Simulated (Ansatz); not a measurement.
```
Tb
1.0
     4.07290    0.00000    0.00000
     0.00000    4.07290    0.00000
     0.00000    0.00000    4.07290
Tb
2
Direct
  0.00000 0.00000 0.00000
  0.50000 0.50000 0.50000
```

Space group Im-3m; computed pressure about −3 GPa in this cell; the SCF solution may not be the lowest one; site moments Tb: +6.3 μB (×2) in one cell of 2 atoms (parallel main moments, as they must be, since the calculation's own cell holds one magnetic site); no Hubbard U on the f states and no spin–orbit coupling; spin-polarised.

Theory: Kohn-Sham DFT of a periodic cell, Slater exchange only, all-electron PAW datasets made for the crystal (Ansatz).

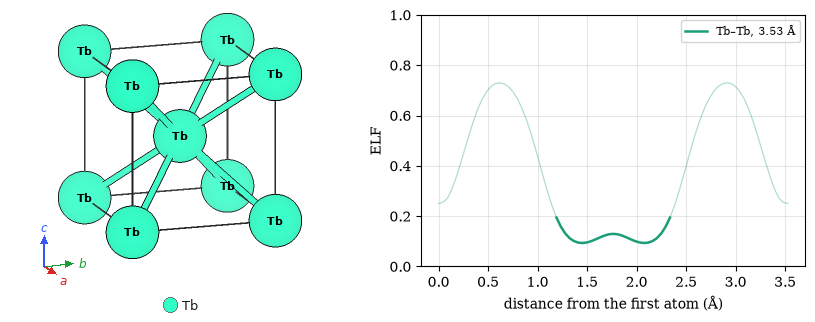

Tb. Electron localisation function along straight lines between neighbouring atoms. Thin, pale parts lie inside the atomic spheres. The structure is drawn too.

In a PAW calculation such maps are meaningful between the atoms, not at the nuclei.

Q: What can be read from the curves?

A: Tb–Tb (3.53 Å): the ELF is about 0.15 at the midpoint; no localised pair shows between them.
